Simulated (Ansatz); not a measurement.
## Si: a changed input and its effect

System: Si (I4/mmm, 4 atoms in the cell).
Method of the first run: Kohn-Sham DFT of a periodic cell, HSE06, Ansatz PAW, no spin polarisation (Ansatz 0.2.0).

The structure derives from a Materials Project entry. Text and figures count atoms from 1; the logs count them from 0 in places.

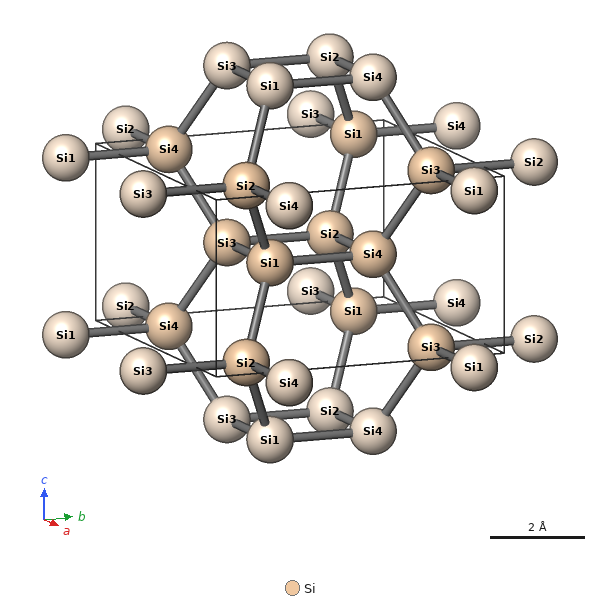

Fig. 1: The input geometry (ball-and-stick view of the cell 2 times as large as that of the calculation, set on its symmetry axes, seen slightly off an axis; neighbours outside the cell are drawn fainter; atoms are numbered from 1 in the order of the input). An atom can appear more than once, as a periodic image.

**Input file, the first run**
```yaml
crystal:
  lattice:
    - [-3.32544429, 3.32544429, 1.92238566]
    - [3.32544429, -3.32544429, 1.92238566]
    - [3.32544429, 3.32544429, -1.92238566]
  atoms:
    - { symbol: Si, position: [0.82119894, 0.17880106, 0.0] }
    - { symbol: Si, position: [0.17880106, 0.82119894, 0.0] }
    - { symbol: Si, position: [0.82119894, 0.82119894, 0.64239788] }
    - { symbol: Si, position: [0.17880106, 0.17880106, 0.35760212] }
hamiltonian:
  xc: hse06
  pseudopotentials: { kind: paw }
kpoints:
  mp_grid: { grid: [6, 6, 6] }
scf:
  occupations: { method: fermi_dirac, width: 0.05 }
output:
  forces: true
  stress: true
  eigenvalues: true
relax:
  f_tol: 0.01
  max_steps: 40
  cell: { stress_tol: 0.05 }
```

Hardware: 1 × NVIDIA H100 80GB HBM3, 2 threads of AMD EPYC (Zen 3), 288 GiB of memory available, shared host.

**Output, shortened to warnings, some set-up lines, iterations and results (the first run)**
```
Basis set: ecut = 420 eV, 1655 PW (Γ), exchange–correlation on 72×72×72 points (8 copies of the dense FFT grid, shifted against one another)
Symmetry: 16 space group operations
k-points: 30 of 216
Initial density: superposition of atomic densities (neutral atoms: chi_scale 0, normalization atom), corrected by the library's trained network
[...]
SCF iter   1: F=—  HF=-2542.808201 eV  |F-HF|=—  |Δ(HF+E_count)|=         —  Δρ=1.57e-3  dr2=3.50e-3  ethr=1.77e-3  ⟨swp⟩=9.2  Hψ=2026  notcnv=0
SCF iter   2: F=—  HF=-2542.808469 eV  |F-HF|=—  |Δ(HF+E_count)|=   2.68e-4  Δρ=7.30e-4  dr2=3.80e-4  ethr=2.19e-5  ⟨swp⟩=4.7  Hψ=1128  notcnv=0  defer=7
SCF iter   3: F=—  HF=-2542.808652 eV  |F-HF|=—  |Δ(HF+E_count)|=   1.83e-4  Δρ=3.12e-4  dr2=6.15e-5  ethr=2.38e-6  ⟨swp⟩=3.0  Hψ=657  notcnv=0  defer=2
SCF iter   4: F=—  HF=-2542.808736 eV  |F-HF|=—  |Δ(HF+E_count)|=   8.41e-5  Δρ=4.29e-5  dr2=1.75e-6  ethr=9.78e-9  ⟨swp⟩=3.9  Hψ=1595  notcnv=0
SCF iter   5: F=—  HF=-2542.808738 eV  |F-HF|=—  |Δ(HF+E_count)|=   1.80e-6  Δρ=1.01e-5  dr2=1.76e-7  ethr=9.78e-9  ⟨swp⟩=3.1  Hψ=839  notcnv=0
[... 35 lines ...]
SCF 7 converged in 2 iterations: F = -2544.713469 eV  dr2 = 7.80e-12
SCF iter   1: F=—  HF=-2544.713469 eV  |F-HF|=—  |Δ(HF+E_count)|=         —  Δρ=1.70e-7  dr2=5.48e-12  ethr=2.50e-12  ⟨swp⟩=14.9  Hψ=1775  notcnv=1
SCF iter   2: F=-2544.713469 eV  HF=-2544.713469 eV  |F-HF|=5.91e-12  |Δ(HF+E_count)|=  1.50e-11  Δρ=8.46e-8  dr2=1.21e-12  ethr=1.00e-12  ⟨swp⟩=2.0  Hψ=601  notcnv=0
SCF 8 converged in 2 iterations: F = -2544.713469 eV  dr2 = 1.21e-12
relax step   3: F+E_penalty+E_count = -2544.71346859 eV  Δ(F+E_penalty+E_count) = +2.794e-6 eV  max|allowed force component| = 1.763e-3 eV/Å  Δτ_max = 0.0000 Å  P = -0.003 …
basis re-selected at this cell: Δ(F+E_penalty+E_count) = +2.794e-6 eV, ΔP = -0.000 GPa vs the last step (what re-selecting the basis moved, of the pressure what is left beyond the Pulay correction that the steps carried, after the strain that the cell walked since its last selection, with what the …
hybrid SCF converged: 2 outer / 4 inner (+0 warm-up), last move |dexx| = 1.42e-13 eV, tail = 2.55e-12 eV
Stability not checked: this state was not tested for a lower state beside it, because the functional holds exact exchange (a hybrid, or Hartree-Fock), whose exchange loop this test does not read (fock_operator; see scf.lower_state_search)
Free energy (F): -2544.713469 eV
Frozen-core exchange: fock
Harris-Foulkes:  -2544.713469 eV  (|F-HF|=5.91e-12)
Internal energy: -2544.713462 eV  (E = F + TS)
E sigma→0 (E₀):  -2544.713465 eV
Entropy (-TS):   -0.000006 eV (-0.002 meV/atom)
Fermi energy:    5.916407 eV
--- Per-component energies (eV) ---
  E_band       = -3.612184
  E_kinetic    = 161.233686
  E_local      = -136.604016  (includes V_loc(G=0)·N_el)
  E_nonlocal   = 101.219642
  E_hartree    = 40.114469
  E_xc         = -179.713919
  E_vxc        = -152.375317  (∫ρ·V_xc dr)
  E_exx        = -22.211311  (= α·E_x^exact, valence–valence)
  E_paw        = -2070.976387  (= ΣΔE_a)
  E_vpaw       = -12.892524  (= ΣTr[D̂ρ^β])
  E_aug_tail   = 0.000025  (compensation charges beyond the density's cutoff)
  E_ewald      = -437.539187
  E_core_change = -0.236465  (= ΣΔE_core)
  E_smearing   = -0.000006  (= −TS)
  E_closure    = 0.000000  (closes the sum)
  Σ components = -2544.713469   (vs F -2544.713469, Δ=0.00e0)
--- Forces (eV/Å), atoms counted from 1 ---
  atom   1  Si    -0.00176317     0.00176317     0.00000000
  atom   2  Si     0.00176317    -0.00176317    -0.00000000
  atom   3  Si     0.00176317     0.00176317     0.00000000
  atom   4  Si    -0.00176317    -0.00176317     0.00000000
  max |Σ_I F_I| component: 1.39e-17 eV/Å
--- Stress (GPa, compression-positive) ---
       -0.024531       0.000000       0.000000
        0.000000      -0.024531       0.000000
        0.000000       0.000000       0.040502
  P = ⅓ Tr σ = -0.0029 GPa (-0.029 kbar)
--- Relaxed structure (2 steps of the walk, 2 accepted, 1 SCFs on fresh bases) ---
[...]
```

For the second run the input was changed thus:
```diff
-  xc: hse06
+  xc: pbe0
+  write_density: true
+  write_potential: true
+  elf: true
+  volumetric_format: npy
```

What does this change do to the results?

The total energies belong to different methods, so their difference says nothing on which is more stable or more accurate. The gap on the mesh goes from 0.79 to 1.42 eV. The volume per atom goes from 21.25 to 21.22 Å³. The functional changes from HSE06 to PBE0.

**Output, shortened to warnings, some set-up lines, iterations and results (the second run)**
```
Basis set: ecut = 420 eV, 1655 PW (Γ), exchange–correlation on 72×72×72 points (8 copies of the dense FFT grid, shifted against one another)
Symmetry: 16 space group operations
k-points: 30 of 216
Initial density: superposition of atomic densities (neutral atoms: chi_scale 0, normalization atom), corrected by the library's trained network
[...]
SCF iter   1: F=—  HF=-2542.809749 eV  |F-HF|=—  |Δ(HF+E_count)|=         —  Δρ=1.57e-3  dr2=3.50e-3  ethr=1.77e-3  ⟨swp⟩=9.2  Hψ=2026  notcnv=0
SCF iter   2: F=—  HF=-2542.810015 eV  |F-HF|=—  |Δ(HF+E_count)|=   2.66e-4  Δρ=7.30e-4  dr2=3.80e-4  ethr=2.19e-5  ⟨swp⟩=4.7  Hψ=1128  notcnv=0  defer=7
SCF iter   3: F=—  HF=-2542.810199 eV  |F-HF|=—  |Δ(HF+E_count)|=   1.83e-4  Δρ=3.11e-4  dr2=6.12e-5  ethr=2.38e-6  ⟨swp⟩=3.0  Hψ=658  notcnv=0  defer=2
SCF iter   4: F=—  HF=-2542.810283 eV  |F-HF|=—  |Δ(HF+E_count)|=   8.38e-5  Δρ=4.29e-5  dr2=1.74e-6  ethr=9.73e-9  ⟨swp⟩=3.8  Hψ=1591  notcnv=0  defer=1
SCF iter   5: F=—  HF=-2542.810285 eV  |F-HF|=—  |Δ(HF+E_count)|=   1.85e-6  Δρ=9.96e-6  dr2=1.71e-7  ethr=9.73e-9  ⟨swp⟩=3.1  Hψ=840  notcnv=0
[... 34 lines ...]
SCF 7 converged in 2 iterations: F = -2545.392639 eV  dr2 = 3.77e-11
SCF iter   1: F=—  HF=-2545.392639 eV  |F-HF|=—  |Δ(HF+E_count)|=         —  Δρ=6.31e-7  dr2=2.82e-11  ethr=2.50e-12  ⟨swp⟩=15.0  Hψ=1826  notcnv=3
SCF iter   2: F=-2545.392639 eV  HF=-2545.392639 eV  |F-HF|=8.32e-11  |Δ(HF+E_count)|=  2.41e-10  Δρ=3.17e-7  dr2=6.94e-12  ethr=1.00e-12  ⟨swp⟩=2.0  Hψ=600  notcnv=0
SCF 8 converged in 2 iterations: F = -2545.392639 eV  dr2 = 6.94e-12
relax step   3: F+E_penalty+E_count = -2545.39263861 eV  Δ(F+E_penalty+E_count) = +2.133e-5 eV  max|allowed force component| = 3.076e-3 eV/Å  Δτ_max = 0.0000 Å  P = -0.034 …
basis re-selected at this cell: Δ(F+E_penalty+E_count) = +2.133e-5 eV, ΔP = -0.001 GPa vs the last step (what re-selecting the basis moved, of the pressure what is left beyond the Pulay correction that the steps carried, after the strain that the cell walked since its last selection, with what the …
hybrid SCF converged: 2 outer / 4 inner (+0 warm-up), last move |dexx| = 3.13e-13 eV, tail = 1.39e-11 eV
Stability not checked: this state was not tested for a lower state beside it, because the functional holds exact exchange (a hybrid, or Hartree-Fock), whose exchange loop this test does not read (fock_operator; see scf.lower_state_search)
Free energy (F): -2545.392639 eV
Frozen-core exchange: fock
Harris-Foulkes:  -2545.392639 eV  (|F-HF|=8.32e-11)
Internal energy: -2545.392639 eV  (E = F + TS)
E sigma→0 (E₀):  -2545.392639 eV
Entropy (-TS):   -0.000000 eV (-0.000 meV/atom)
Fermi energy:    5.923433 eV
--- Per-component energies (eV) ---
  E_band       = -9.891436
  E_kinetic    = 161.390590
  E_local      = -136.453415  (includes V_loc(G=0)·N_el)
  E_nonlocal   = 101.249825
  E_hartree    = 40.112617
  E_xc         = -170.901668
  E_vxc        = -145.640843  (∫ρ·V_xc dr)
  E_exx        = -28.688214  (= α·E_x^exact, valence–valence)
  E_paw        = -2074.091969  (= ΣΔE_a)
  E_vpaw       = -13.286428  (= ΣTr[D̂ρ^β])
  E_aug_tail   = 0.000025  (compensation charges beyond the density's cutoff)
  E_ewald      = -437.783985
  E_core_change = -0.226446  (= ΣΔE_core)
  E_smearing   = -0.000000  (= −TS)
  E_closure    = 0.000000  (closes the sum)
  Σ components = -2545.392639   (vs F -2545.392639, Δ=0.00e0)
--- Forces (eV/Å), atoms counted from 1 ---
  atom   1  Si    -0.00307626     0.00307626    -0.00000000
  atom   2  Si     0.00307626    -0.00307626     0.00000000
  atom   3  Si     0.00307626     0.00307626     0.00000000
  atom   4  Si    -0.00307626    -0.00307626     0.00000000
  max |Σ_I F_I| component: 2.08e-17 eV/Å
--- Stress (GPa, compression-positive) ---
       -0.049562       0.000000       0.000000
        0.000000      -0.049562       0.000000
        0.000000       0.000000      -0.002878
  P = ⅓ Tr σ = -0.0340 GPa (-0.340 kbar)
--- Relaxed structure (2 steps of the walk, 2 accepted, 1 SCFs on fresh bases) ---
[...]
```

**The two runs side by side**

| quantity | the first run | the second run |
| --- | --- | --- |
| outcome | converged | converged |
| free energy per atom (eV) | −636.1784 | −636.3482 |
| gap on the mesh (eV) | 0.79 | 1.42 |
| pressure (GPa) | 0.00 | −0.03 |
| volume per atom (Å³) | 21.25 | 21.22 |
| largest force (eV/Å) | 0.002 | 0.004 |
| irreducible k-points | 30 | 30 |
| wall time (shared host) | 45 s | 42 s |
